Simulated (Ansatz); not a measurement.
**Al12N11 (cell with a defect): density, localisation and related maps**

```
Al N
1.0
     0.00000   -5.74052    0.00000
     4.97144    2.87026    0.00000
     0.00000    0.00000    8.37377
Al N
12 11
Cartesian
  1.6571 -1.3063 3.2793
  1.6571 -0.9953 7.1857
  0.1237 -3.8966 3.0419
  4.9054 -0.9225 7.3692
  3.1906 -3.8966 3.0419
  3.3803 1.9478 7.3692
  3.1906 -1.8439 1.1450
  3.3803 -1.9478 5.1914
  1.6571 -4.4342 0.9076
  1.6571 -4.7453 5.3750
  0.1237 -1.8440 1.1450
  4.9054 0.9225 5.1914
  1.6571 -0.9175 5.1671
  4.8406 -0.8682 0.9882
  0.0364 -3.8563 5.2924
  3.4451 -3.7384 0.9882
  3.2779 1.8842 5.2924
  3.4451 -2.0021 3.1987
  3.2779 -1.8842 7.2683
  1.6571 0.0000 2.0934
  1.6571 0.9175 7.3935
  4.8406 0.8682 3.1987
  0.0364 -1.8842 7.2683
```

Computed pressure about 4 GPa in this cell; computed without spin polarisation.

These are results of Ansatz, DFT PBE, scalar-relativistic, plane waves, PAW, not measurements.

Core electrons are frozen (PAW), and the valence fields are smoothed inside the atomic spheres.

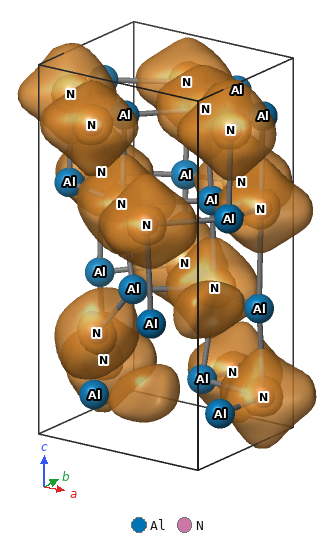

Figure 1. Isosurface of the ELF at 0.7 (orange), seen slightly off an axis. Core shells and regions of very low density are left out. Sticks mark near contacts.

What do the ELF domains correspond to?

Answer. The surface consists of eleven regions on N in which the atom's valence shell and bonds are merged and two pockets between the atoms, centred on no nucleus (multi-centre or interstitial), counted in one cell of 23 atoms. Regions shared between cells count once. Profiles from the grid: Al–N (1.76 Å): the ELF peaks at about 0.90 between the atoms. Al–N (1.85 Å): the ELF peaks at about 0.85 between the atoms.

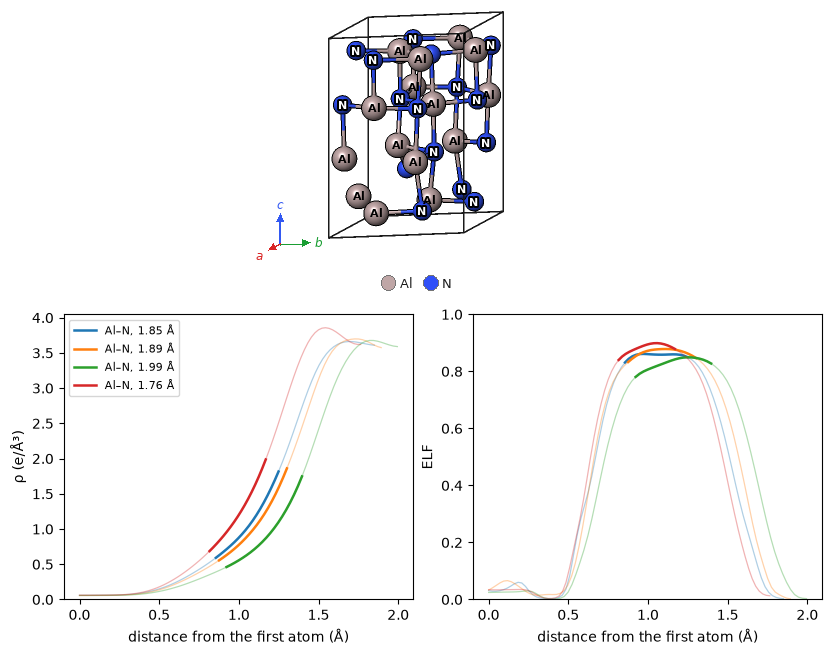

Figure 2. Valence charge density (pseudo) and electron localisation function along straight lines between neighbouring atoms. Thin, pale parts lie inside the atomic spheres. The structure is drawn too.

Compare the contacts.

Answer. Al–N (1.85 Å): ρ at the midpoint is about 0.72 e/Å³; the ELF peaks at about 0.85 between the atoms.
Al–N (1.89 Å): ρ at the midpoint is about 0.67 e/Å³; the ELF peaks at about 0.90 between the atoms.
Al–N (1.99 Å): ρ at the midpoint is about 0.55 e/Å³; the ELF peaks at about 0.85 in the valence shell of N, 0.7 Å from its nucleus, and is about 0.80 at the midpoint.
Al–N (1.76 Å): the density is about 0.85 e/Å³ at the midpoint; the ELF peaks at about 0.90 between the atoms.

Does the calculation make it a metal, or give it a gap?

Answer. It is gapless in this calculation (a metal or semimetal).
